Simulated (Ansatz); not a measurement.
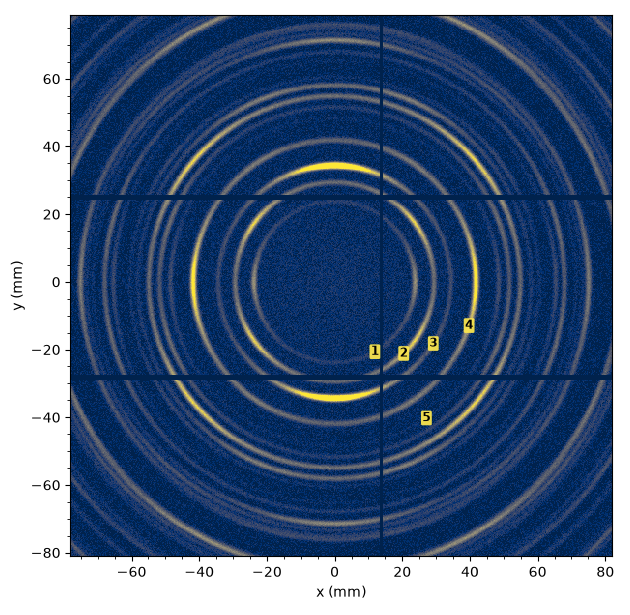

Simulated X-ray powder rings on a flat area detector normal to the beam: λ = 0.4959 Å, sample-to-detector distance 190 mm, axes in mm from the beam centre, beam polarised horizontally, for a sample with fibre texture (March–Dollase model, fibre axis vertical in the picture). Kinematic intensities with B = 0.5 Å² for all atoms, without absorption; brightness goes as intensity to the power 0.5, clipped at the top, with counting noise. Reflections closer than the ring width show as one ring.

The sample is Se, space group P6_3/mmc, a = 4.593 Å, b = 4.593 Å, c = 5.547 Å, α = 90.00°, β = 90.00°, γ = 120.00°. Basis of the simulation: coordinates from a relaxation with DFT r2SCAN, scalar-relativistic, plane waves, PAW in Ansatz; the starting structure was generated, so it need not be a known form of this composition.

**Index rings 1 to 5.**

| ring | radius | 2θ (°) | d (Å) | hkl |
| --- | --- | --- | --- | --- |
| 1 | 23.8 mm | 7.15 | 3.98 | 100 |
| 2 | 29.4 mm | 8.80 | 3.23 | 101 |
| 3 | 34.4 mm | 10.26 | 2.77 | 002 |
| 4 | 41.8 mm | 12.41 | 2.30 + 2.28 | 110 + 102 |
| 5 | 48.5 mm | 14.32 | 1.989 | 200 |

**Which lattice planes lie preferentially normal to the fibre axis?**

The (0 0 2) planes: ring 3 is concentrated at the top and bottom of the pattern (March parameter 0.35).
